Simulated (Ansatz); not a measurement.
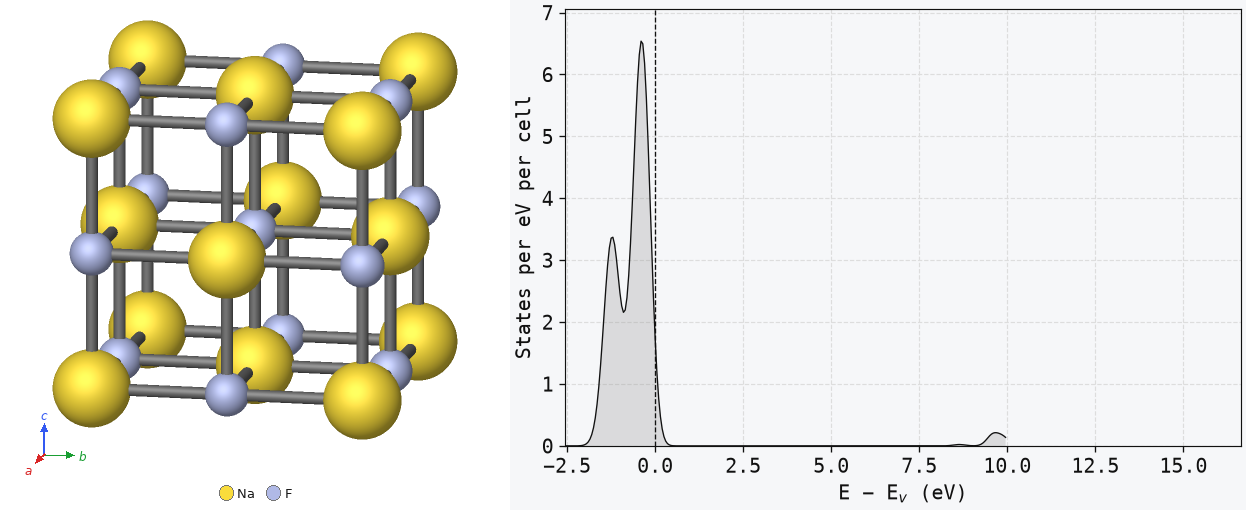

Density of states of NaF, space group Fm-3m, 2 atoms in the cell, beside the structure. Level of theory: DFT, HSE06, plane waves, PAW, no spin polarisation, 6×6×6 k mesh; code Ansatz 0.2.0. Energies are counted from the top of the valence band. The curve is built from the levels of the k mesh with Gaussians 0.4 eV wide, which also blur the band edges.

There is a gap; over the k points computed it is 8.63 eV (direct among those points). The upper group of valence states starts about 1.7 eV under the valence-band top, with a gap beneath it; it holds about 6 electrons a cell. Within the window shown, the tallest peak of the filled states lies 0.4 eV under the valence-band top, at about 6.5 states per eV and cell.
